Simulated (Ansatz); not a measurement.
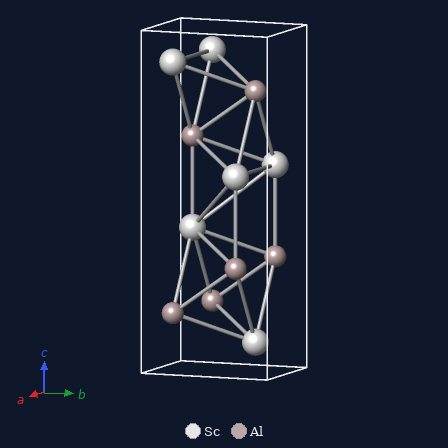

System: ScAl, space group Cmcm (No. 63). The picture shows the cell.

The given structure:
```xyz
8
Lattice="-3.2907 0.0000 0.0000 0.0000 0.0000 -4.3368 0.0000 -11.0173 0.0000" Properties=species:S:1:pos:R:3 pbc="T T T"
Sc    0.0000   -6.4700   -3.2526
Sc   -1.6454   -0.9614   -3.2526
Sc    0.0000  -10.0559   -1.0842
Sc   -1.6454   -4.5473   -1.0842
Al    0.0000   -3.5212   -3.2526
Al   -1.6454   -9.0298   -3.2526
Al    0.0000   -1.9875   -1.0842
Al   -1.6454   -7.4961   -1.0842
```

Method: rigid opening of a crystal across a plane by lengthening cell vector c along the normal, one cut a cell, unrelaxed, by plane-wave density functional theory with PAW datasets, free energies less that of the undisturbed cell; scalar-relativistic (Ansatz 0.2.0). Level: PBEsol, no spin polarisation.

| setting | value |
| --- | --- |
| wave cutoff | 420 eV |
| k mesh | 14×11×5 |
| occupations | Gaussian |
| smearing width | 0.15 eV |
| k shift | (0, 0, 0) (mesh steps) |
| start | relaxed |
| height of the cut | 0 (fraction of cell vector c) |

Describe the result: the separation energy and traction against opening. The opening takes the values −0.30, −0.15, 0.00, 0.25, 0.50, 0.75, 1.00, 1.50, 2.00, 3.00, 4.50, 6.00 Å.

The energy levels off at about 2630 mJ/m², the work of separating the two rigid halves, or 1310 mJ/m² for each new face on average. The energy rises on both sides of the starting structure, which is therefore a minimum along this path. The separation energy is 355.0 mJ/m² at opening −0.30 Å and 2629.9 mJ/m² at 6.00 Å; the lowest computed point is at opening 0.00 Å (0.0 mJ/m²), and no other minimum shows. The traction goes from −27.40 GPa at opening −0.30 Å to 0.05 GPa at 6.00 Å, not monotonically, with a high of 12.86 GPa at 0.75 Å.

```json
{"opening (Å)": "-0.30", "separation energy (mJ/m²)": "355.0", "traction (GPa)": "-27.40"}
{"opening (Å)": "-0.15", "separation energy (mJ/m²)": "76.2", "traction (GPa)": "-10.89"}
{"opening (Å)": "0.00", "separation energy (mJ/m²)": "0.0", "traction (GPa)": "-0.06"}
{"opening (Å)": "0.25", "separation energy (mJ/m²)": "135.6", "traction (GPa)": "9.49"}
{"opening (Å)": "0.50", "separation energy (mJ/m²)": "421.4", "traction (GPa)": "12.64"}
{"opening (Å)": "0.75", "separation energy (mJ/m²)": "743.7", "traction (GPa)": "12.86"}
{"opening (Å)": "1.00", "separation energy (mJ/m²)": "1055.5", "traction (GPa)": "11.98"}
{"opening (Å)": "1.50", "separation energy (mJ/m²)": "1585.6", "traction (GPa)": "9.08"}
{"opening (Å)": "2.00", "separation energy (mJ/m²)": "1963.1", "traction (GPa)": "6.13"}
{"opening (Å)": "3.00", "separation energy (mJ/m²)": "2380.1", "traction (GPa)": "2.66"}
{"opening (Å)": "4.50", "separation energy (mJ/m²)": "2594.3", "traction (GPa)": "0.59"}
{"opening (Å)": "6.00", "separation energy (mJ/m²)": "2629.9", "traction (GPa)": "0.05"}
```

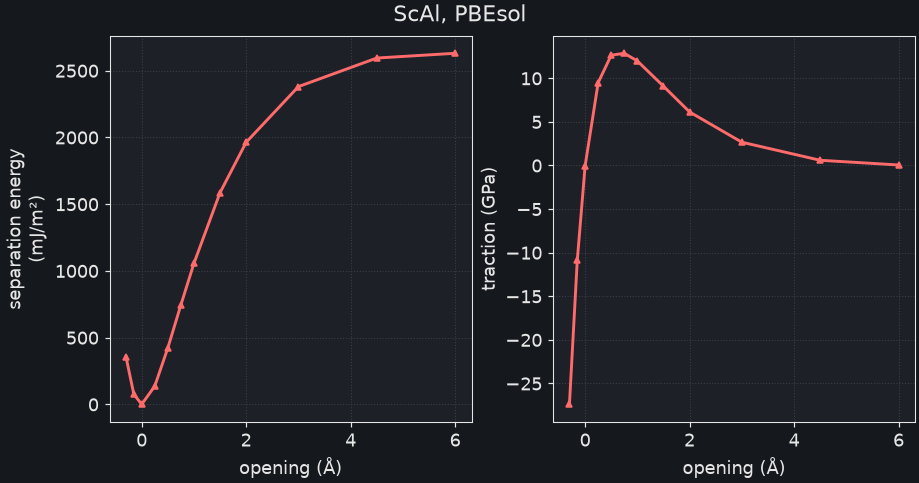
